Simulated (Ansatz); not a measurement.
# H-CC-F chair monolayer in a perpendicular field, part 2 of 2

Aim: how the H-CC-F chair monolayer screens a field along its normal, and what the field does to its bands. A positive field points along +c.

Ansatz 0.2.0; plane-wave DFT, PBE-D3(BJ), Ansatz PAW.

So far, gap on the k-mesh (eV): step 2 (relaxing the slab) 2.60.

## Step 3: Single point, field 0

A sawtooth potential applies the field, turning back in the middle of the vacuum. With the dipole correction the typed value is the field outside the slab. The induced dipole is small, so the SCF threshold is tight.

The cell differs from the one that the last finished run ended in (c 36.807 → 20.954 Å).

File input.yaml:

```yaml
crystal:
  lattice:
    - [2.5660216478, 0.0, 0.0]
    - [-1.2830108239, 2.2222399337, 0.0]
    - [0.0, 0.0, 20.9538939453]
  atoms:
    - { symbol: F, position: [0.6666666667, 0.3333333333, 0.4295144389] }
    - { symbol: C, position: [0.6666666667, 0.3333333333, 0.4950725572] }
    - { symbol: C, position: [0.3333333333, 0.6666666667, 0.5177727179] }
    - { symbol: H, position: [0.3333333333, 0.6666666667, 0.5704855611] }
kpoints:
  mp_grid: { grid: [24, 24, 1] }
  band_path:
    path: [[0, 0, 0], [0.5, 0, 0], [0.33333333, 0.33333333, 0], [0, 0, 0]]
    npoints: 16
hamiltonian:
  xc: pbe
  dispersion: d3bj
scf:
  occupations: { method: fermi_dirac, width: 0.02585 }
  convergence: { dr2_threshold: 1.0e-10 }
efield:
  axis: 3
  dipole_correction: true
  ramp_position: 0.97
  ramp_width: 0.06
  amplitude: 0
output:
  dos: { projected: true, e_range: [-6, 5] }
  write_potential: true
  write_density: true
  volumetric_format: npy
  elf: true
```

The run is started by

```sh
$ ansatz run input.yaml --threads 2 --pin off --max-ram 3072MiB --backend cpu --events-out ev --progress --plain --runs-dir out
```

Numbers of over 12 decimals in the logs are rounded to 6 here.

Output:

```text
[...]
Crystal: 4 atoms, lattice volume = 119.486 Å³
Basis set: ecut = 420 eV, 2381 PW (Γ)
Bands: 12, of which v1, the nominal top of the filled ones, is band 8 counted from 1 (7 counted from 0)
Symmetry: 6 space group operations
[...]
k-points: 61 of 576 (time reversal used)
[...]
SCF iter   1: F=—  HF=-1325.477226 eV  |F-HF|=—  |Δ(HF+E_count)|=         —  Δρ=4.35e-3  dr2=4.50e-2  ethr=1.77e-3  p=0.108 e·Å  D=1.63e-1 V/Å  ΔV_dip=-3.42 eV  dr2_dipole=1.11e-2  V_vac-E_F(+/−)=2.95/6.37 eV  ⟨swp⟩=7.1  Hψ=5231  notcnv=0
efield: sawtooth ramp at fractional position 0.9700 (set: `efield.ramp_position`, or a place that a band, a saddle search or an elastic batch's reference lends), width 0.0600; the density the first Hamiltonian is built on has a dipole p = 0.108 e·Å; the dipole correction subtracts the counter field D = 1.63e-1 V/Å, which shifts the + side's vacuum level by -3.42 eV against the − side's; the planar-averaged density in the ramp window peaks in size at 3.0e-5 e/Å³
[...]
SCF iter   2: F=—  HF=-1325.483732 eV  |F-HF|=—  |Δ(HF+E_count)|=   6.51e-3  Δρ=6.18e-3  dr2=7.71e-2  ethr=2.81e-4  p=0.168 e·Å  D=2.55e-1 V/Å  ΔV_dip=-5.34 eV  dr2_dipole=1.00e-2  V_vac-E_F(+/−)=2.13/7.46 eV  ⟨swp⟩=3.8  Hψ=2106  notcnv=0
[...]
SCF iter  10: F=-1325.467890 eV  HF=-1325.467890 eV  |F-HF|=6.78e-11  |Δ(HF+E_count)|=  2.05e-11  Δρ=1.81e-7  dr2=1.43e-11  ethr=1.00e-12  p=0.152 e·Å  D=2.30e-1 V/Å  ΔV_dip=-4.81 eV  dr2_dipole=2.04e-14  V_vac-E_F(+/−)=2.27/7.09 eV  ⟨swp⟩=6.1  Hψ=2844  notcnv=0
SCF 1 converged in 10 iterations: F = -1325.467890 eV  dr2 = 1.43e-11
[...]
NSCF: frozen V_eff on 49 k-points
efield: sawtooth ramp at fractional position 0.9700 (kept from the solve that this one continues, or follows in the run), width 0.0600; the density the first Hamiltonian is built on has a dipole p = 0.152 e·Å; the dipole correction subtracts the counter field D = 2.30e-1 V/Å, which shifts the + side's vacuum level by -4.81 eV against the − side's; the planar-averaged density in the ramp window peaks in size at 9.7e-6 e/Å³
[...]
SCF converged after 10 iterations
Free energy (F): -1325.467890 eV
[...]
Internal energy: -1325.467890 eV  (E = F + TS)
E sigma→0 (E₀):  -1325.467890 eV
Fermi energy:    -2.038321 eV
Dipole field:    D = 0.229789 V/Å  (p = 0.151734 e·Å, saw-weighted, corrected)
Work function:   Φ+ = 2.2739 eV   Φ− = 7.0888 eV
Levels:          The Fermi level and band energies are counted from a zero that moves with the ramp; work functions are not
[...]
--- Band table (eV; the first three rows and the last of 61) ---
  k-point 0: bands = [... 4 lower, -6.4352, -6.4352, -3.3457, -3.3457, -0.7426, 0.7295, 2.0048, 3.3794]
  k-point 1: bands = [... 4 lower, -6.5250, -6.4702, -3.4882, -3.3980, -0.6901, 0.7840, 2.0674, 3.4405]
  k-point 2: bands = [... 4 lower, -6.7823, -6.5732, -3.8637, -3.5410, -0.5372, 0.9451, 2.2438, 3.5876]
  k-point 60: bands = [... 4 lower, -9.4301, -9.2832, -6.6944, -5.8080, 4.7369, 5.1124, 6.7024, 8.7858]
```

It took 10 s on 2 threads of Arm Neoverse V1, shared host; peak memory 0.43 GiB; 21 s of CPU time.

This step gave:

```
gap on the k-mesh                  : 2.603 eV
dipole along the normal            : 0.1517 e·Å
gap along the path                 : 2.603 eV
smallest direct gap along the path : 2.603 eV
step between the vacuum levels     : -4.815 eV
ionisation energy, upper face      : 3.581 eV
electron affinity, upper face      : 0.9782 eV
ionisation energy, lower face      : 8.396 eV
gap, the smaller of path and mesh  : 2.603 eV
```

Running mean over a fixed 2.8 Å (it still follows the layers) of the planar mean; the ramp of the sawtooth is left out. The electron's electrostatic potential energy less the Fermi level by z:

```csv
z (Å),electron's electrostatic potential energy less the Fermi level (eV)
3,7.09
4,7.09
5,7.09
6,7.09
7,6.92
8,3.41
9,-1.86
10,-9.44
11,-8.69
12,-3.78
13,1.11
14,2.20
15,2.27
16,2.27
17,2.27
18,2.27
```

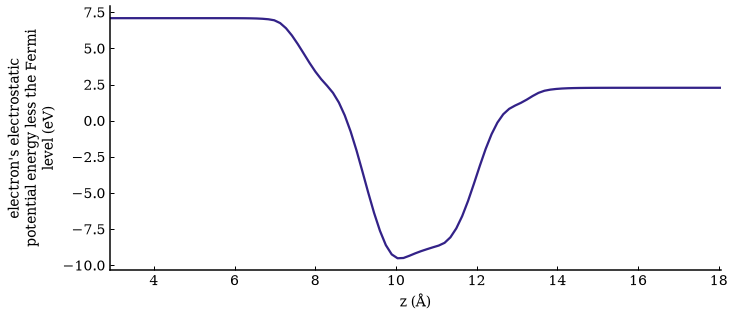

Electron's electrostatic potential energy less the Fermi level against z.

The density of states has structure finer than the step of the table below, so its rows give means over 0.5 eV, whole bins alone (the curve runs from -6 to 3.29 eV). Peaks (eV: height): -4.43: 9.86, -2.88: 2.47.

Table of density of states by energy, zero at the Fermi level of the run, which the smearing sets inside the gap; means over each step:

```csv
energy (eV),density of states (states/eV a cell)
-5.5,0.892
-5.0,0.588
-4.5,2.37
-4.0,1.07
-3.5,1.59
-3.0,1.64
-2.5,0.930
-2.0,0.535
-1.5,0.314
-1.0,0
-0.5,0
0.0,0
0.5,0
1.0,0
1.5,0.221
2.0,0.267
2.5,0.275
3.0,0.508
```

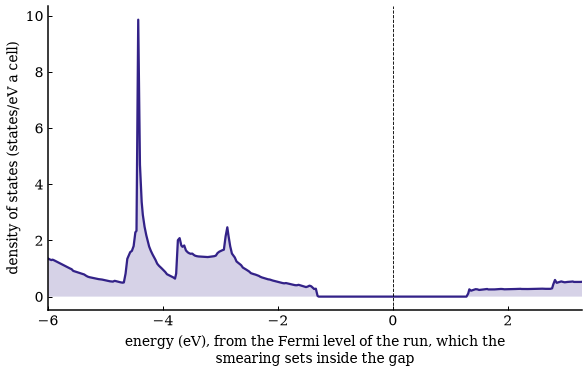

Density of states, plotted against energy.

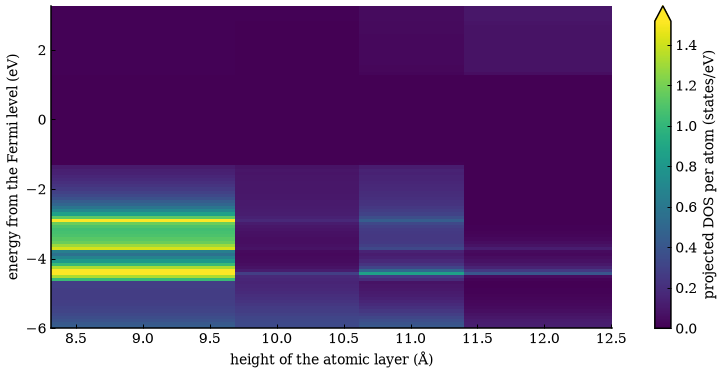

Projected DOS per atom over height of the atomic layer and energy from the Fermi level. Layers: F C C H from below.

The electronic bands at the labelled points (eV, zero at the Fermi level of the run, which the smearing sets inside the gap):

```csv
point,band 5,band 6,band 7,band 8,band 9,band 10,band 11,band 12
Γ,-4.40,-4.40,-1.31,-1.31,1.30,2.77,4.04,5.42
M,-7.01,-6.34,-4.44,-2.87,5.02,5.57,7.43,9.19
K,-7.39,-7.24,-4.66,-3.77,6.78,7.15,8.74,10.82
Γ,-4.40,-4.40,-1.31,-1.31,1.30,2.77,4.04,5.42
```

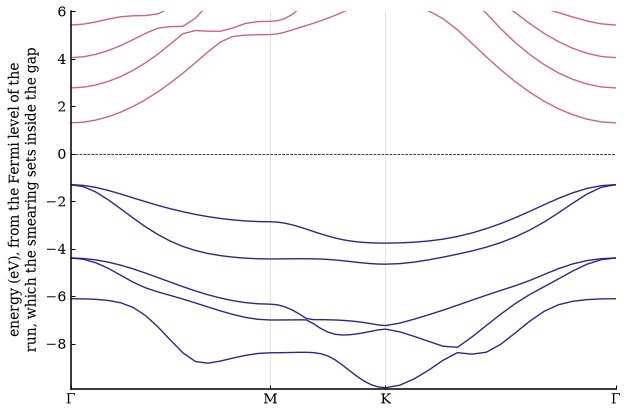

Electronic bands along the path; lines of filled and empty bands in two colours.

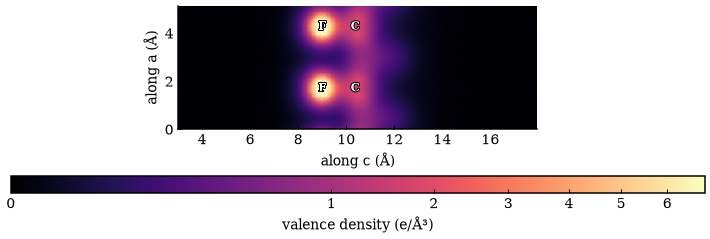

Valence density in the ca plane at fractional y = 0.333, with atoms of F and C within 0.2 Å of it. It is the smooth field of the valence electrons, not physical close to the nuclei. The colour scale is stretched toward low values. The far vacuum is left out of the map.

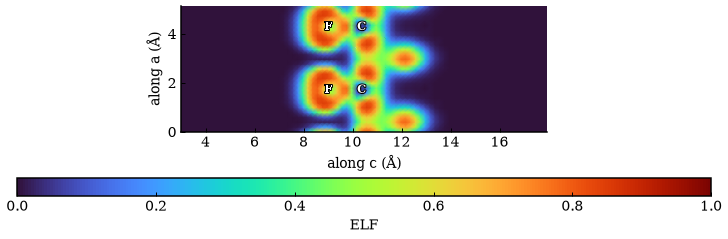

ELF in the ca plane at fractional y = 0.333, with atoms of F and C within 0.2 Å of it. It is the smooth field of the valence electrons, not physical close to the nuclei. The far vacuum is left out of the map.

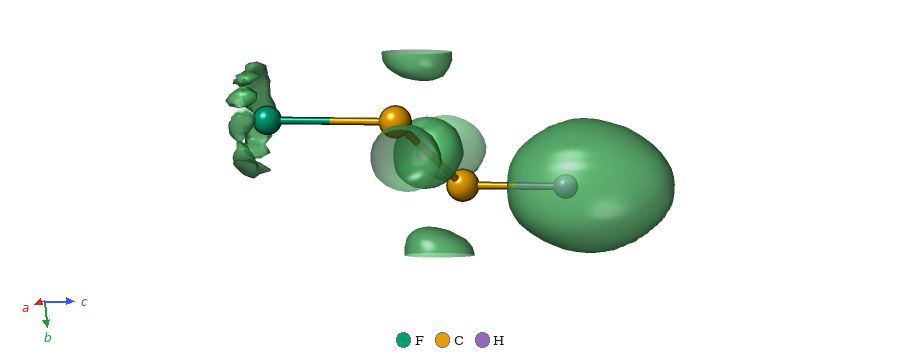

Surface of ELF = 0.85.

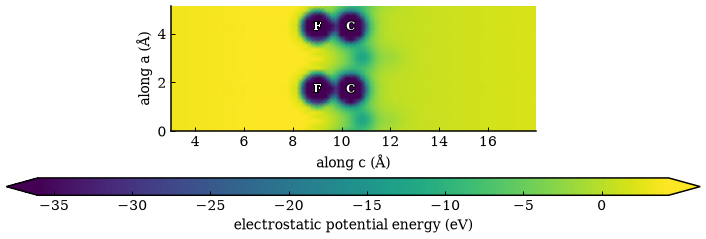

Electrostatic potential energy in the ca plane at fractional y = 0.333, with atoms of F and C within 0.2 Å of it. With pseudopotentials it is smooth inside the atoms' cores, unlike the true potential. The far vacuum is left out of the map.

The gap is 2.60 eV, with the valence edge 3.58 eV and the conduction edge 0.98 eV under the upper vacuum level.

## Step 4: Atoms held, field 0.1 V/Å

Edit input.yaml of step 3 so:

```diff
@@ -26,5 +26,4 @@
   ramp_width: 0.06
-  amplitude: 0
+  amplitude: 0.1
 output:
-  dos: { projected: true, e_range: [-6, 5] }
   write_potential: true
@@ -32,2 +31 @@
   volumetric_format: npy
-  elf: true
```

Output:

```text
[...]
Crystal: 4 atoms, lattice volume = 119.486 Å³
Basis set: ecut = 420 eV, 2381 PW (Γ)
Bands: 12, of which v1, the nominal top of the filled ones, is band 8 counted from 1 (7 counted from 0)
Symmetry: 6 space group operations
[...]
k-points: 61 of 576 (time reversal used)
[...]
--- Band table (eV; the first three rows and the last of 61) ---
  k-point 0: bands = [... 4 lower, -6.4502, -6.4502, -3.3494, -3.3494, -0.5921, 1.1847, 2.3100, 3.5390]
  k-point 1: bands = [... 4 lower, -6.5388, -6.4848, -3.4926, -3.4021, -0.5391, 1.2405, 2.3736, 3.5953]
  k-point 2: bands = [... 4 lower, -6.7929, -6.5869, -3.8701, -3.5460, -0.3854, 1.4042, 2.5512, 3.7277]
  k-point 60: bands = [... 4 lower, -9.4481, -9.2779, -6.7153, -5.8204, 4.7463, 5.1417, 6.7692, 8.8786]
[key lines of the parts left out:]
SCF converged after 11 iterations
Free energy (F): -1325.483594 eV
Fermi energy:    -1.964867 eV
Dipole field:    D = 0.245843 V/Å  (p = 0.162335 e·Å, saw-weighted, corrected)
```

It took 11 s on 2 threads; peak memory 0.41 GiB.

The dipole is 0.162 e·Å, 0.0106 e·Å from its value without field, and the gap 2.757 eV.

## Step 5: Single point, field -0.1 V/Å

Edit input.yaml of step 4 so:

```diff
@@ -26,3 +26,3 @@
   ramp_width: 0.06
-  amplitude: 0.1
+  amplitude: -0.1
 output:
```

Output:

```text
[...]
Crystal: 4 atoms, lattice volume = 119.486 Å³
Basis set: ecut = 420 eV, 2381 PW (Γ)
Bands: 12, of which v1, the nominal top of the filled ones, is band 8 counted from 1 (7 counted from 0)
Symmetry: 6 space group operations
[...]
k-points: 61 of 576 (time reversal used)
[...]
--- Band table (eV; the first three rows and the last of 61) ---
  k-point 0: bands = [... 4 lower, -6.4211, -6.4211, -3.3424, -3.3424, -0.9115, 0.3088, 1.7717, 3.2681]
  k-point 1: bands = [... 4 lower, -6.5119, -6.4564, -3.4842, -3.3944, -0.8594, 0.3627, 1.8333, 3.3324]
  k-point 2: bands = [... 4 lower, -6.7725, -6.5602, -3.8578, -3.5364, -0.7069, 0.5223, 2.0080, 3.4896]
  k-point 60: bands = [... 4 lower, -9.4126, -9.2892, -6.6742, -5.7960, 4.7264, 5.0821, 6.6340, 8.6848]
[key lines of the parts left out:]
SCF converged after 11 iterations
Free energy (F): -1325.453248 eV
Fermi energy:    -2.121178 eV
Dipole field:    D = 0.213679 V/Å  (p = 0.141096 e·Å, saw-weighted, corrected)
```

It took 11 s on 2 threads; peak memory 0.41 GiB.

The dipole is 0.141 e·Å, -0.0106 e·Å from its value without field, and the gap 2.431 eV.

## Step 6: Response, atoms held

This step: plane-wave DFT, PBE-D3(BJ), Ansatz PAW; response to a field along the normal, atoms held (Ansatz 0.2.0).

The dipoles give the slope, and the difference of two potentials shows where the field is screened.

This step gave:

```yaml
equivalent_conductor_thickness_p_eps_0ae: 3.370 Å
distance_between_the_outer_atoms: 2.954 Å
```

Dipole of the cell against applied field:

```csv
applied field (V/Å),dipole of the cell (e·Å)
-0.1000,0.141
0.0000,0.152
0.1000,0.162
```

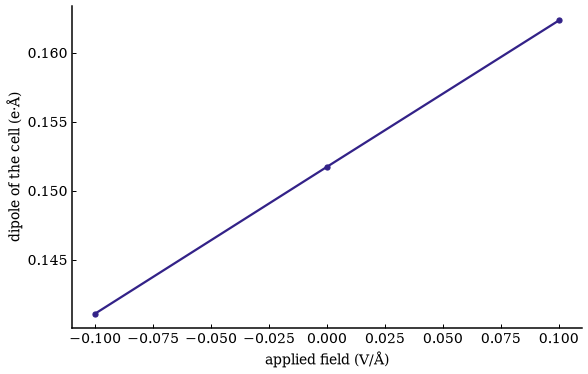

Dipole of the cell against applied field.

Local field over the applied field, running mean. From the potentials at -0.1 and 0.1 V/Å; running mean over 2.5 Å. Local field over applied field against z:

```csv
z (Å),local field over applied field
5,1.000
6,0.998
7,0.962
8,0.732
9,0.440
10,0.204
11,0.195
12,0.421
13,0.741
14,0.954
15,0.995
16,1.000
```

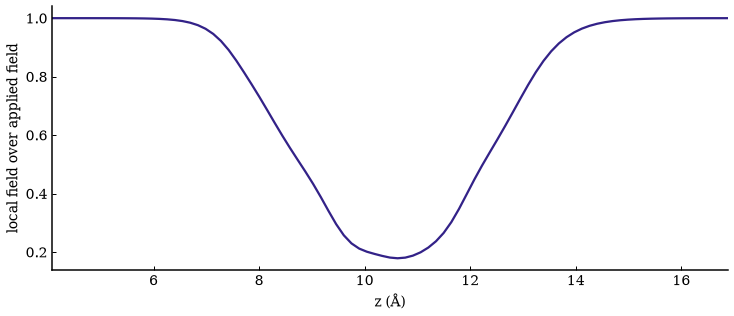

Local field over applied field, plotted against z.

The induced electron density oscillates, so the rows of the table below give means over windows of 1.02 Å about each position, cut where the curve ends. Its maxima inside the range that stand out by 2 % of the span (Å: e/Å³ per V/Å): 8.6: 0.00453, 9.3: 0.00129, 10.3: 0.00406, 11.3: 8.8e-4. Its minima: 9.0: 2.4e-4, 9.7: -0.00110, 10.9: -0.00328, 12.2: -0.00405.

Electrons, planar mean, per unit field. Induced electron density against z; means over each step:

```csv
z (Å),induced electron density (e/Å³ per V/Å)
4.58,4.7e-8
5.60,1.6e-6
6.62,5.1e-5
7.64,0.00106
8.66,0.00285
9.68,2.0e-4
10.70,1.3e-4
11.72,-0.00132
12.74,-0.00252
13.76,-4.2e-4
14.78,-4.2e-5
15.80,-3.5e-6
16.82,-4.2e-7
```

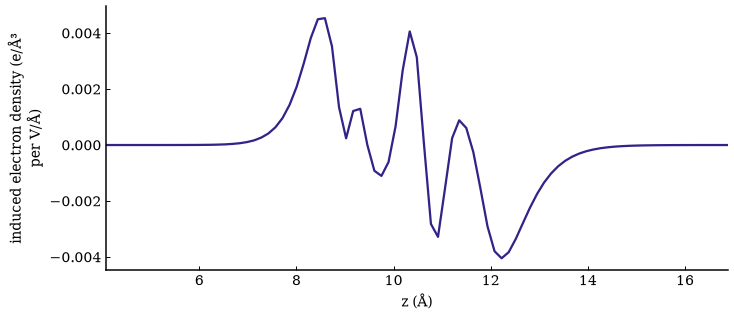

Induced electron density, plotted against z.

The smaller of the gaps on the path and on the k-mesh, counted as 0 under 0.03 eV. The gap by applied field:

```csv
applied field (V/Å),gap (eV)
-0.1000,2.43
0.0000,2.60
0.1000,2.76
```

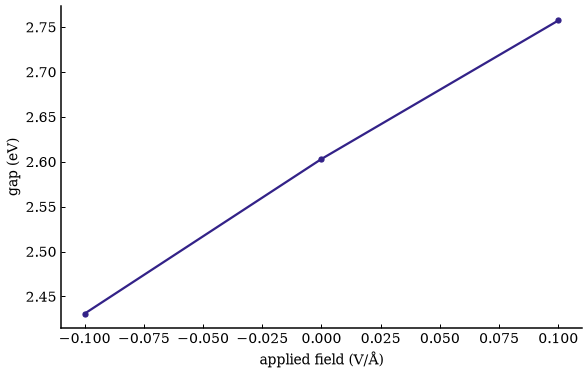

Gap, plotted against applied field.

By hand: between -0.1 and 0.1 V/Å the dipole changes by 0.02124 e·Å, a slope of 0.1062 e·Å²/V. A perfect conductor of thickness t has p = ε₀AEt, so t = 180.95 × 0.1062 / 5.702 = 3.37 Å (e/ε₀ = 180.95 V·Å, A in Å²).

The induced dipole is that of a conductor 3.37 Å thick.

## Step 7: Outcome

* gap without field: 2.60 eV
* ionisation energy, upper face: 3.58 eV
* electron affinity, upper face: 0.978 eV
* step between the vacuum levels: -4.81 eV
* equivalent conductor thickness, atoms held: 3.37 Å

**Reading.** The induced dipole equals that of a perfect conductor 3.37 Å thick, while the outer atoms lie 2.95 Å apart; an out-of-plane ε follows only once a thickness t is chosen, by 1 − 1/ε = 3.37 Å / t. The two faces differ: the vacuum level above lies 4.81 eV lower than the one below. The gap goes from 2.60 eV to 2.43 eV at -0.1 V/Å. In a field the lowest empty level of a wide-gap layer can be a state in the vacuum, whose place depends on the cell. With the field reversed the gap is 2.76 eV at 0.1 V/Å. Semilocal functionals give gaps that are too small, and excitons are not included.

[Logs are printed without paths, hosts, clocks, repeated set-up lines and the standing remarks that a program may print on its own settings, such as how far it seeks lower states.]

[Hosts, paths, dates, database ids (printed as entryN), source tags and the programs' standing remarks are cut or masked in the printed files.]

[Maps of the electrostatic potential energy from Ansatz leave out the sawtooth potential of an applied field or a dipole correction, so their vacuum need not be flat; planar profiles and work functions include it.]
